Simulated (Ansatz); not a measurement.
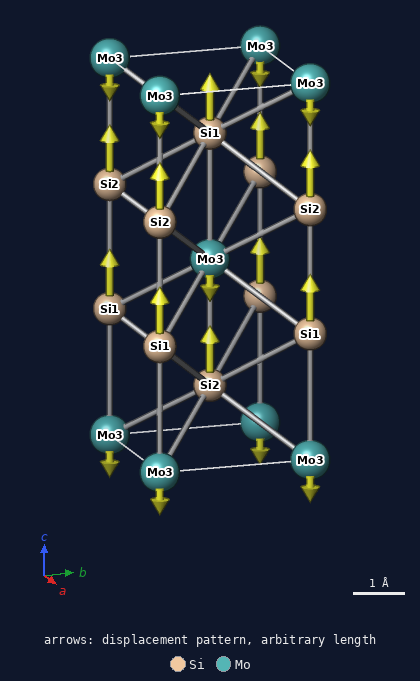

Phonons of crystalline Si2Mo relaxed at 3 GPa, space group I4/mmm (No. 139), at the zone centre. The optical levels lie at 287 (×2), 328, 341 (×2), 445 cm⁻¹. One mode is drawn. The yellow arrows give the relative displacements of the atoms. Style: ball-and-stick. Shown: the conventional cell (2 times the calculation's cell), slightly off an axis. Lengths and directions refer to the drawn axes.

The calculation used DFT LDA, scalar-relativistic, plane waves, PAW in Ansatz. Settings: plane-wave cutoff 420 eV; k-point mesh 18 × 18 × 18; occupations fermi dirac; smearing width 0.15 eV; target pressure 3 GPa; no spin polarisation.

The frequencies depend somewhat on the k-mesh and the smearing.

Q: To which level does it belong?

A: The level at 328 cm⁻¹. This is the A₂u mode, optical level 2 of 4, counted from below, infrared-active by symmetry. The Si sublattice moves against the Mo sublattice, along c; it stretches the Mo–Si bonds (2.60 Å); the kinetic energy is shared as Si 63 %, Mo 37 %. The crystal is a metal, so free carriers screen the infrared response.
